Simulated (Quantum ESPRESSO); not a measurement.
# Bi: 7 runs along one coordinate

System: Bi (Im-3m, 1 atom in the cell).
Method: Kohn-Sham DFT of a periodic cell, PBE, SSSP 1.3 efficiency PBE, no spin polarisation (Quantum ESPRESSO 7.5).

The 7 runs differ only in the geometry, by an even scaling of the cell at fixed fractional positions. The structure derives from a Materials Project entry.

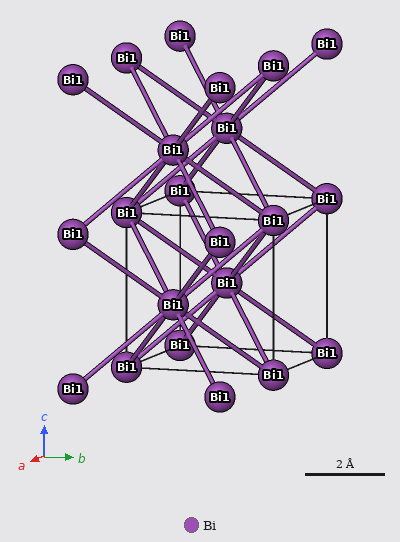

Figure 1. The structure of run 4 (ball-and-stick view of the cell 2 times as large as that of the calculation, set on its symmetry axes, repeated 2 × 1 × 2, seen slightly off an axis; atoms are numbered from 1 in the order of the input).

### Input of run 4
```
&CONTROL
  calculation = 'scf'
  prefix = 'pwscf'
  outdir = './tmp'
  pseudo_dir = './pseudo'
  tprnfor = .true.
  tstress = .true.
  disk_io = 'nowf'
/
&SYSTEM
  ibrav = 0
  nat = 1
  ntyp = 1
  ecutwfc = 55
  ecutrho = 440
  nbnd = 13
  occupations = 'smearing'
  smearing = 'fd'
  degauss = 0.00367493
/
&ELECTRONS
  conv_thr = 2d-10
  electron_maxstep = 120
  mixing_beta = 0.5
/
ATOMIC_SPECIES
Bi   208.9804 Bi_pbe_v1.uspp.F.UPF
CELL_PARAMETERS angstrom
  -1.9814305318    1.9814305318    1.9814305318
   1.9814305318   -1.9814305318    1.9814305318
   1.9814305318    1.9814305318   -1.9814305318
ATOMIC_POSITIONS crystal
Bi     0.0000000000    0.0000000000    0.0000000000
K_POINTS automatic
9 9 9 0 0 0
```

Command:
```bash
OMP_NUM_THREADS=1 pw.x -in pw.in > pw.out
```

Run 3 differs from it as follows:
```diff
-  -1.9814305318    1.9814305318    1.9814305318
-   1.9814305318   -1.9814305318    1.9814305318
-   1.9814305318    1.9814305318   -1.9814305318
+  -1.9681319396    1.9681319396    1.9681319396
+   1.9681319396   -1.9681319396    1.9681319396
+   1.9681319396    1.9681319396   -1.9681319396
```

### Results, with one run withheld

| run | volume per atom (Å³) | free energy per atom, from the lowest run given (meV) | pressure (GPa) |
| --- | --- | --- | --- |
| 1 | 29.250 | 32.21 | 4.63 |
| 2 | 29.872 | 16.53 | 3.17 |
| 3 | 30.495 | ? | ? |
| 4 | 31.117 | 0.92 | 0.65 |
| 5 | 31.739 | 0.00 | −0.42 |
| 6 | 32.362 | 3.00 | −1.37 |
| 7 | 32.984 | 9.46 | −2.21 |

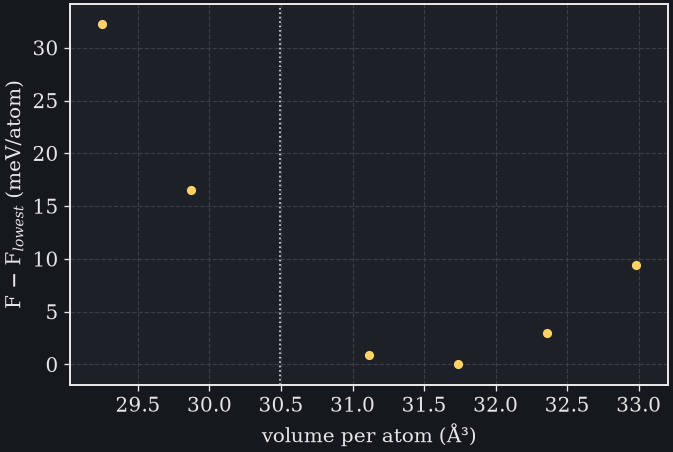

Figure 2. Free energy per atom of the runs given; the dotted line marks run 3.

Estimate the energy of run 3 from the others.

A cubic polynomial in V^(−2/3) (the Birch–Murnaghan form), fitted to the 6 runs given, misses them by at most 0.02 meV per atom. With x = V^(−2/3) − 0.10096 Å⁻², it reads F = 0.68682 + 1983.8 x + 1.1764e+06 x² + 3.6299e+06 x³ (meV per atom). At run 3 it gives 6.27 meV per atom, and the run itself gives 6.28. The slope of the fit gives a pressure −dF/dV of 1.98 GPa there, and the run prints 1.84 GPa. The two needn't agree exactly: the fit is approximate, and the printed stress is taken on a finite basis. The fit has its minimum at 31.569 Å³ per atom, where V d²F/dV² gives 52.8 GPa: the bulk modulus at this level, since symmetry fixes the shape and the positions.

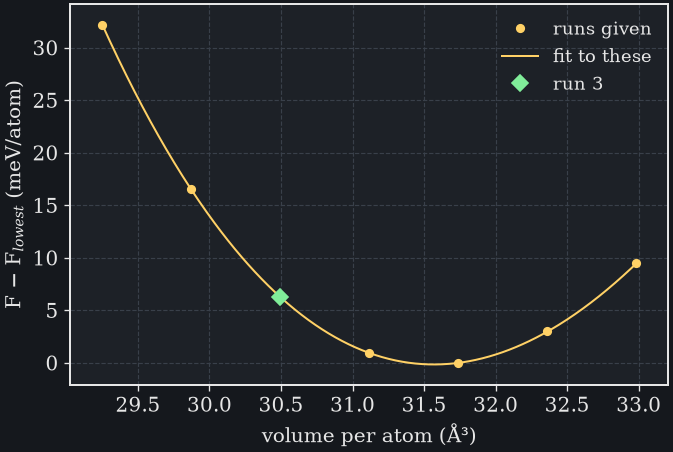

Figure 3. The fit and the withheld run.

### Some lines of the output (run 3)
```
[...]
     unit-cell volume          =     205.7876 (a.u.)^3
     number of k points=    35  Fermi-Dirac smearing, width (Ry)=  0.0037
     total energy              =    -185.15666837 Ry
     total energy              =    -185.26122481 Ry
     total energy              =    -185.26508994 Ry
     total energy              =    -185.26513205 Ry
     total energy              =    -185.26513886 Ry
     total energy              =    -185.26513905 Ry
     total energy              =    -185.26513906 Ry
     the Fermi energy is    12.2231 ev
!    total energy              =    -185.26513906 Ry
     The total energy is F=E-TS. E is the sum of the following terms:
     Computing stress (Cartesian axis) and pressure
          total   stress  (Ry/bohr**3)                   (kbar)     P=       18.43
```

Notes on the run: negative rho. Spin–orbit coupling is left out, which matters for Bi.
